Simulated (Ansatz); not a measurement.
Geometry relaxation of C (part 2 of 2)

C (Fd-3m, 2 atoms in the cell); DFT PBEsol, scalar-relativistic, plane waves, PAW, no spin polarisation (Ansatz 0.2.0); cutoff 420 eV, 12×12×12 k-mesh, Gaussian smearing of 0.02 eV. The structure derives from an entry of the Crystallography Open Database.

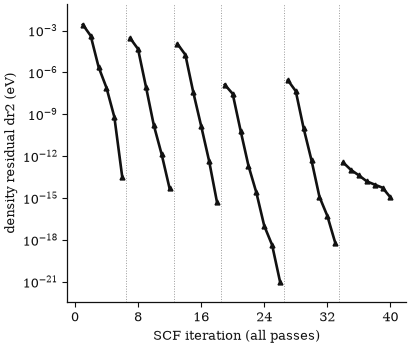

*Convergence of the self-consistent field: density residual dr2 against the SCF iteration. The dotted lines part the SCF passes of the relaxation: geometry steps, rejected trials and re-solves on a re-selected basis.*

The 6 passes take 6 to 8 iterations each, 40 in all.

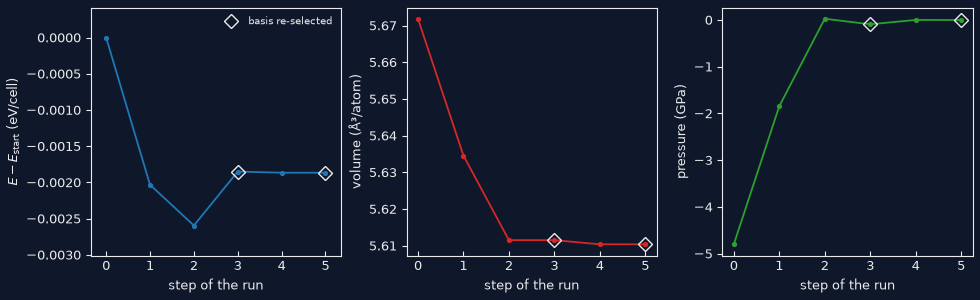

*Progress of the relaxation, step by step (the first geometry is step 0 here and step 1 in the log).*

No atom moves by more than 0.005 Å relative to the cell. The volume changes by −1.1 %, with a = b = c 3.567 → 3.554 Å (−0.4 %). Among the contacts that change: C1–C2 1.544 → 1.539 Å. The space group stays Fd-3m (No. 227). After 3 geometry steps the energy has fallen by 1.9 meV per cell of the calculation. All forces vanish by symmetry, so only the cell relaxes. Pressure: −4.80 GPa at the start and 0.00 GPa at the end. 1 further SCF at an unchanged geometry re-selected the plane-wave basis for the new cell. The energy change given includes the shifts at the re-selections in mid-walk, which come without any move. A last SCF at the same geometry on a re-selected plane-wave basis shifts the energy by next to nothing (0.0 meV per cell of the calculation). (Atoms are counted from 1 in the order of the input.)

```
basis re-selected at this cell: Δ(F+E_penalty+E_count) = -1.137e-13 eV, ΔP = -0.001 GPa vs the last step (what re-selecting the basis moved, of the pressure what is left beyond the Pulay correction that the steps carried, after the strain that the cell walked since its last selection, with what the two solves' SCF thresholds leave and, on support functions, any second-order correction that the steps lacked; it is no measure of the basis error at this ecutwfc). This SCF's stress stands 1.15e-3 GPa from its target on what of the cell is left free (relax.cell.stress_tol is 5.00e-2 GPa) and its largest allowed force component is 2.22e-16 eV/Å (relax.f_tol is 5.00e-3 eV/Å): within both
SCF converged after 7 iterations
Free energy (F): -493.335999 eV
Harris-Foulkes:  -493.335999 eV  (|F-HF|=5.68e-14)
Internal energy: -493.335999 eV  (E = F + TS)
E sigma→0 (E₀):  -493.335999 eV
Fermi energy:    15.519839 eV
--- Per-component energies (eV) ---
  E_band       = 35.319680
  E_kinetic    = 184.674628
  E_local      = -120.850139  (includes V_loc(G=0)·N_el)
  E_nonlocal   = 53.511033
  E_hartree    = 26.158140
  E_xc         = -96.918681
  E_vxc        = -120.694063  (∫ρ·V_xc dr)
  E_paw        = -190.725754  (= ΣΔE_a)
  E_vpaw       = -13.638077  (= ΣTr[D̂ρ^β])
  E_aug_tail   = 0.000017  (compensation charges beyond the density's cutoff)
  E_ewald      = -349.227444
  E_core_change = 0.042201  (= ΣΔE_core)
  E_smearing   = -0.000000  (= −TS)
  E_closure    = 0.000000  (closes the sum)
  Σ components = -493.335999   (vs F -493.335999, Δ=0.00e0)
--- Forces (eV/Å), atoms counted from 1 ---
  atom   1  C     -0.00000000    -0.00000000    -0.00000000
  atom   2  C      0.00000000     0.00000000     0.00000000
  max |Σ_I F_I| component: 3.70e-17 eV/Å
--- Stress (GPa, compression-positive) ---
       -0.001154       0.000000       0.000000
        0.000000      -0.001154      -0.000000
       -0.000000       0.000000      -0.001154
  P = ⅓ Tr σ = -0.0012 GPa (-0.012 kbar)
--- Band table (eV; the first three rows and the last of 72) ---
  k-point 0: bands = ["-8.1814", "13.4869", "13.4869", "13.4869", "19.0573", "19.0573", "19.0573", "27.0474"]
  k-point 1: bands = ["-7.9872", "12.2402", "13.1570", "13.1570", "19.4883", "19.4883", "19.7893", "27.1954"]
  k-point 2: bands = ["-7.4069", "9.6789", "12.4437", "12.4437", "20.4196", "20.4196", "20.9061", "27.6172"]
  k-point 71: bands = ["1.4689", "1.4689", "4.9758", "4.9758", "23.9949", "23.9949", "25.9136", "25.9136"]
--- Relaxed structure (4 steps of the walk, 4 accepted, 2 SCFs on fresh bases) ---
  F+E_penalty+E_count = -493.33599860 eV   max|allowed force component| = 2.220e-16 eV/Å   (the final SCF, on the basis selected at the relaxed cell)
  cell:  # Å, volume = 11.2208 Å³
    - [5.055154815751478e-35, 1.776904613622227, 1.776904613622227]
    - [1.776904613622227, 9.812981545861826e-35, 1.776904613622227]
    - [1.776904613622227, 1.776904613622227, 2.2491290613953194e-35]
  atoms:
    - { symbol: C, position: [-7.87455165098863e-36, 1.6874039252118493e-35, -3.374807850423699e-36] }
    - { symbol: C, position: [0.24999999999999997, 0.24999999999999997, 0.24999999999999997] }
```

## Trajectory as extended XYZ (Å, eV, eV/Å), 6 frames, from step=1 to step=6
```
2
Lattice="0.0000 1.7834 1.7834 1.7834 0.0000 1.7834 1.7834 1.7834 0.0000" Properties=species:S:1:pos:R:3:forces:R:3 step=1 energy=-493.33413 pressure_GPa=-4.80
C     0.0000    0.0000    0.0000    0.0000   0.0000   0.0000
C     0.8917    0.8917    0.8917    0.0000   0.0000   0.0000
2
Lattice="0.0000 1.7795 1.7795 1.7795 0.0000 1.7795 1.7795 1.7795 0.0000" Properties=species:S:1:pos:R:3:forces:R:3 step=2 energy=-493.33616 pressure_GPa=-1.85
C     0.0000    0.0000    0.0000    0.0000   0.0000   0.0000
C     0.8897    0.8897    0.8897    0.0000   0.0000   0.0000
2
Lattice="0.0000 1.7770 1.7770 1.7770 0.0000 1.7770 1.7770 1.7770 0.0000" Properties=species:S:1:pos:R:3:forces:R:3 step=3 energy=-493.33673 pressure_GPa=0.02
C     0.0000    0.0000    0.0000    0.0000   0.0000   0.0000
C     0.8885    0.8885    0.8885    0.0000   0.0000   0.0000
2
Lattice="0.0000 1.7770 1.7770 1.7770 0.0000 1.7770 1.7770 1.7770 0.0000" Properties=species:S:1:pos:R:3:forces:R:3 step=4 energy=-493.33598 pressure_GPa=-0.09
C     0.0000    0.0000    0.0000    0.0000   0.0000   0.0000
C     0.8885    0.8885    0.8885    0.0000   0.0000   0.0000
2
Lattice="0.0000 1.7769 1.7769 1.7769 0.0000 1.7769 1.7769 1.7769 0.0000" Properties=species:S:1:pos:R:3:forces:R:3 step=5 energy=-493.33600 pressure_GPa=-0.00
C     0.0000    0.0000    0.0000    0.0000   0.0000   0.0000
C     0.8885    0.8885    0.8885    0.0000   0.0000   0.0000
2
Lattice="0.0000 1.7769 1.7769 1.7769 0.0000 1.7769 1.7769 1.7769 0.0000" Properties=species:S:1:pos:R:3:forces:R:3 step=6 energy=-493.33600 pressure_GPa=-0.00
C     0.0000    0.0000    0.0000    0.0000   0.0000   0.0000
C     0.8885    0.8885    0.8885    0.0000   0.0000   0.0000
```

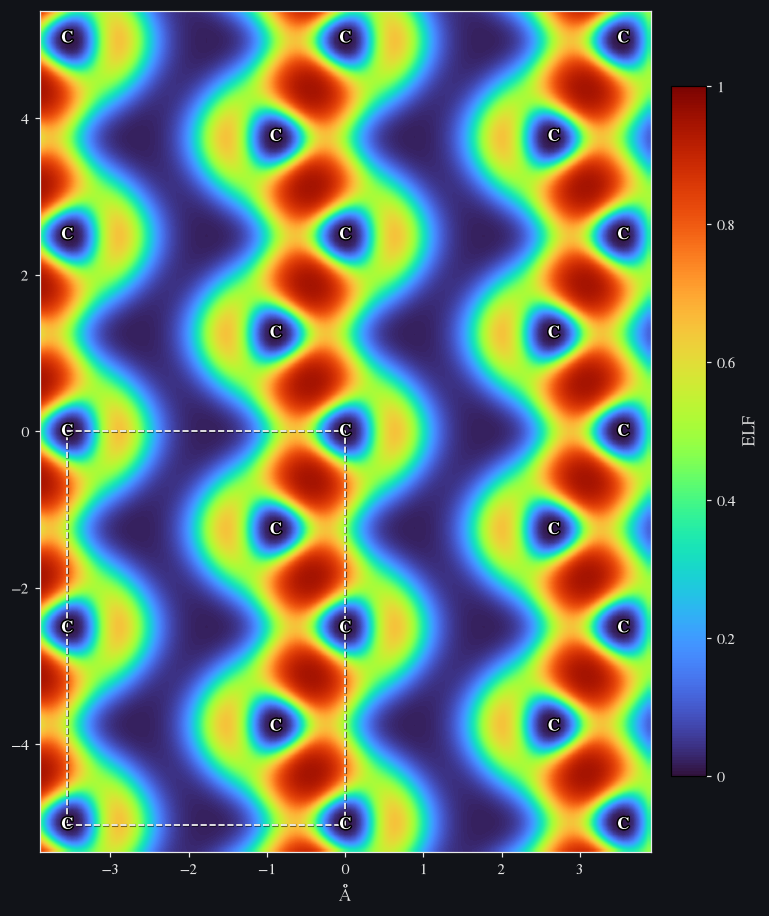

*Electron localisation function on the (110) plane of the conventional cell.*

The section cuts through C sites. Core electrons are frozen (PAW), so the fields are smoothed inside the atomic spheres.

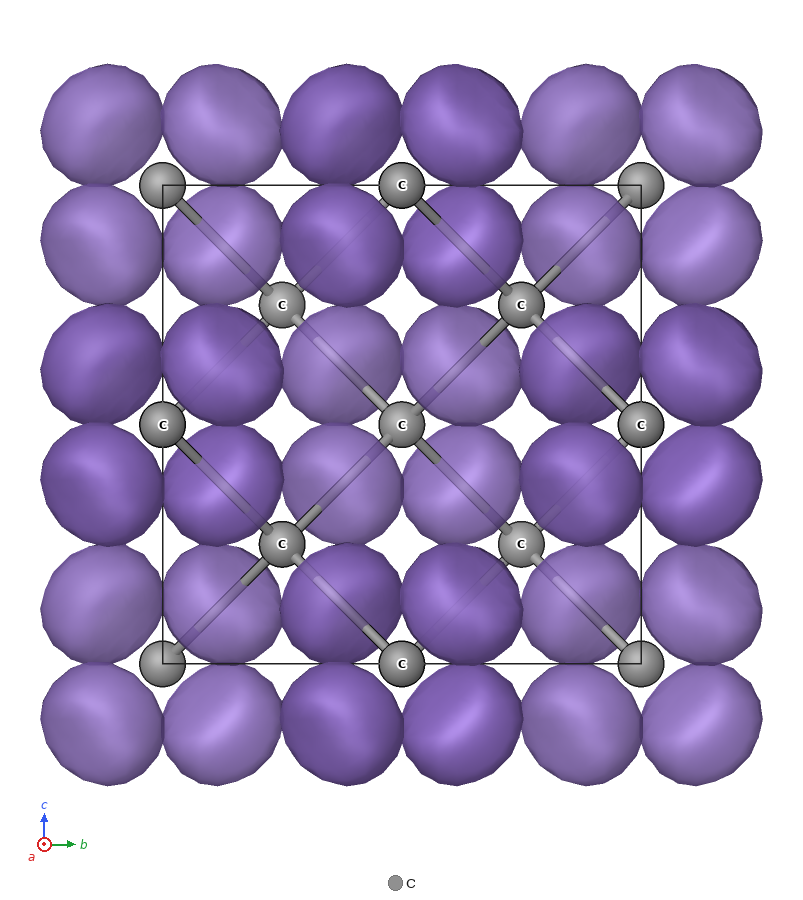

*Isosurface of the electron localisation function at 0.75 (purple), seen along the a axis. Core shells and regions of very low density are left out. Sticks mark near contacts. The outline is the cell set on symmetry axes.*

Values along the shortest contacts:

The run was set up as follows.

## Input
```yaml
crystal:
  lattice:
    - [0.0, 1.78337, 1.78337]
    - [1.78337, 0.0, 1.78337]
    - [1.78337, 1.78337, 0.0]
  atoms:
    - { symbol: C, position: [0.0, 0.0, 0.0] }
    - { symbol: C, position: [0.25, 0.25, 0.25] }
basis:
  ecutwfc: 420
kpoints:
  mp_grid: { grid: [12, 12, 12] }
hamiltonian:
  xc: pbesol
scf:
  occupations: { method: gaussian, width: 0.02 }
output:
  forces: true
  stress: true
  eigenvalues: true
  write_density: true
  write_potential: true
  elf: true
  volumetric_format: npy
relax:
  adjacent_minimum: "off"
  f_tol: 0.005
  max_steps: 80
  cell: { stress_tol: 0.05 }
```

Command:
```bash
ansatz run input.yaml --threads 4 --pin off --max-ram 11264MiB --backend cpu --events-out ev --progress --plain --runs-dir out
```

## Results in brief

| quantity | value |
| --- | --- |
| outcome | converged |
| space group (tolerance 0.01 Å) | Fd-3m (227) |
| electrons treated | 8 |
| free energy | −493.3360 eV |
| Fermi energy | 15.520 eV |
| gap on the k-point mesh | 4.07 eV |
| pressure | 0.00 GPa |
| final volume | 11.22 Å³ |
| largest force (length of the vector) at the end | under 0.001 eV/Å |
| final cell | a = 2.513 Å, b = 2.513 Å, c = 2.513 Å, α = 60.00°, β = 60.00°, γ = 60.00° |
| hardware | 4 threads of Intel Xeon @ 2.50GHz (Skylake/Cascade Lake), 192 GiB of memory available, shared host |
| wall time | 2.4 s (CPU time 6.5 s) |
| peak memory | 0.33 GiB |
